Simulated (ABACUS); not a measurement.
**MoP: 7 runs along one coordinate**

System: MoP (P-6m2, 2 atoms in the cell).
Method: Kohn-Sham DFT of a periodic cell, PBEsol, PseudoDojo NC SR 0.4.1 PBEsol standard, no spin polarisation (ABACUS 3.10.1).

The 7 runs differ only in the geometry, by an even scaling of the cell at fixed fractional positions. The structure derives from an entry of the Crystallography Open Database.

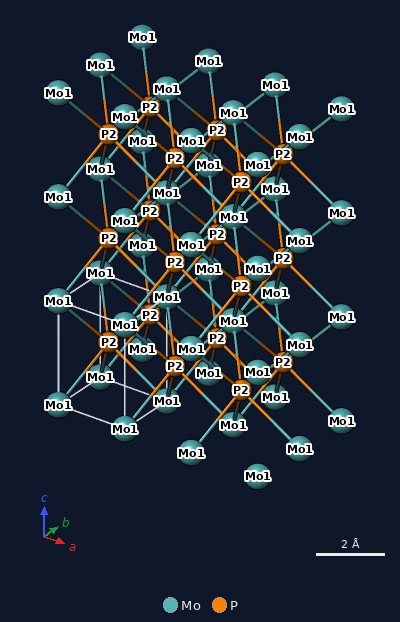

Figure 1. The structure of run 4 (ball-and-stick view of the cell of the calculation, repeated 3 × 2 × 3, seen slightly off an axis; atoms are numbered from 1 in the order of the input). An atom can appear more than once, as a periodic image.

## Input of run 4
```
INPUT_PARAMETERS
suffix              MoP
calculation         scf
basis_type          pw
pseudo_dir          ./
symmetry            1
dft_functional      pbesol
ecutwfc             81
pseudo_rcut         7
nspin               1
nbands              14
ks_solver           dav
smearing_method     fd
smearing_sigma      0.00367493
scf_thr             1e-08
scf_nmax            100
mixing_type         broyden
mixing_beta         0.7
cal_force           1
cal_stress          1
kpar                4
```

## File STRU of run 4
```
ATOMIC_SPECIES
Mo 95.9500 Mo.upf
P 30.9738 P.upf

LATTICE_CONSTANT
1.8897261246

LATTICE_VECTORS
3.2230000000 0.0000000000 0.0000000000
-1.6115000000 2.7911998764 0.0000000000
0.0000000000 0.0000000000 3.1910000000

ATOMIC_POSITIONS
Direct

Mo
0.0
1
0.0000000000 0.0000000000 0.0000000000 1 1 1

P
0.0
1
0.3333333333 0.6666666667 0.5000000000 1 1 1
```

## File KPT of run 4
```
K_POINTS
0
Gamma
10 10 8 0 0 0
```

Command:
```bash
OMP_NUM_THREADS=1 mpirun -np 4 abacus > log
```

Run 3 differs from it as follows:
```diff
-3.2230000000 0.0000000000 0.0000000000
--1.6115000000 2.7911998764 0.0000000000
-0.0000000000 0.0000000000 3.1910000000
+3.2013684757 0.0000000000 0.0000000000
+-1.6006842379 2.7724664269 0.0000000000
+0.0000000000 0.0000000000 3.1695832473
```

## Results, with one run withheld

| run | volume per atom (Å³) | free energy per atom, from the lowest run given (meV) | pressure (GPa) |
| --- | --- | --- | --- |
| 1 | 13.492 | 20.88 | 12.31 |
| 2 | 13.779 | 4.20 | 6.37 |
| 3 | 14.066 | ? | ? |
| 4 | 14.353 | 0.00 | −3.72 |
| 5 | 14.640 | 10.50 | −7.99 |
| 6 | 14.927 | 28.24 | −11.81 |
| 7 | 15.214 | 52.47 | −15.23 |

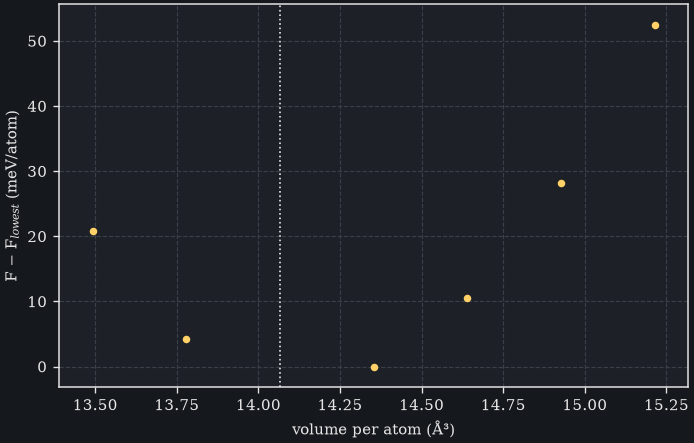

Figure 2. Free energy per atom of the runs given; the dotted line marks run 3.

Estimate the energy of run 3 from the others.

A cubic polynomial in V^(−2/3) (the Birch–Murnaghan form), fitted to the 6 runs given, misses them by under 0.01 meV per atom. With x = V^(−2/3) − 0.16911 Å⁻², it reads F = 0.64864 − 3264.8 x + 8.1345e+05 x² + 9.909e+05 x³ (meV per atom). At run 3 it gives −2.41 meV per atom, and the run itself gives −2.41. The slope of the fit gives a pressure −dF/dV of 1.08 GPa there, and the run prints 1.05 GPa. The fit has its minimum at 14.128 Å³ per atom, where V d²F/dV² gives 242 GPa. Cell shape and fractional positions are held, so this is the stiffness under even scaling; the relaxed bulk modulus wasn't computed.

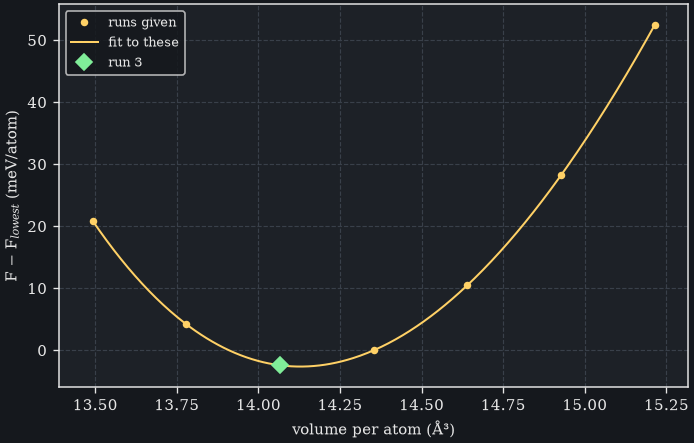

Figure 3. The fit and the withheld run.

## Some lines of the output (run 3)
```
[...]
                          Volume (Bohr^3) = 189.846
                             Volume (A^3) = 28.1322
 E_Fermi        1.3737613723         18.6909823562
 E_Fermi        1.2364237789         16.8224085355
 E_Fermi        1.3076530925         17.7915330654
 E_Fermi        1.2994695075         17.6801896787
 E_Fermi        1.3002836084         17.6912660906
 E_Fermi        1.3003478047         17.6921395254
 E_KS(sigma->0) -154.5077119442      -2102.1852673839
 E_Fermi        1.3003933370         17.6927590250
 final etot is -2102.1872588 eV
 EFERMI = 17.692759025 eV
 TOTAL-PRESSURE: 10.522825 KBAR
 !FINAL_ETOT_IS -2102.1872588447231465 eV
```
